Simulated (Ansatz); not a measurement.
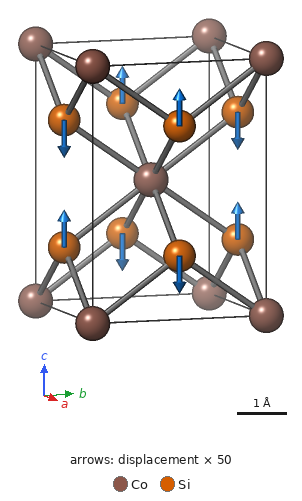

This is a relaxation of a crystal of CoSi2 (set up in Immm). The starting structure is drawn; blue arrows show the displacements (the part carried along by the change of the cell is left out), 50 times their true length.

Style: ball-and-stick. Shown: the cell of the calculation, slightly off an axis.

Case: uniaxial strain along a of -3.0 %; b, c and atoms relaxed.

All numbers below come from DFT PBEsol, scalar-relativistic, plane waves, PAW in Ansatz 0.2.0. Settings: plane-wave cutoff 420 eV; k-point mesh 10 × 10 × 8; occupations gaussian; smearing width 0.1 eV; no spin polarisation; cell relaxed at fixed a, angles; force threshold 0.008 eV/Å; at most 40 steps.

**Atoms of which element are displaced furthest, and by how much?**

Silicon: up to 0.016 Å, against 0.000 Å for cobalt.

**Describe the change and its energy.**

Over 5 accepted moves (7 points after the start) the energy falls by 2.3 meV per atom. The largest force component goes from 0.22 to under 0.0001 eV/Å. Pressure: 3.21 GPa at the start and 1.86 GPa at the end. The SCF was repeated twice at an unchanged geometry on a basis and grid sized afresh for the cell, which shifted the energy by 0.1 meV per atom at most. The largest moves relative to the cell, 0.016 Å, are those of Si atoms. Co stays in place. The drawn cell changes as follows: a unchanged at 3.644 Å, b 3.785 → 3.767 Å (−0.5 %), c 5.352 → 5.411 Å (+1.1 %); the volume changes by +0.6 %. Near-neighbour distances that change, for instance: Co–Si 2.268 → 2.287 Å, Co–Si 2.310 → 2.302 Å. The space group stays Immm (No. 71). The run took about 70 core-seconds on a shared host.
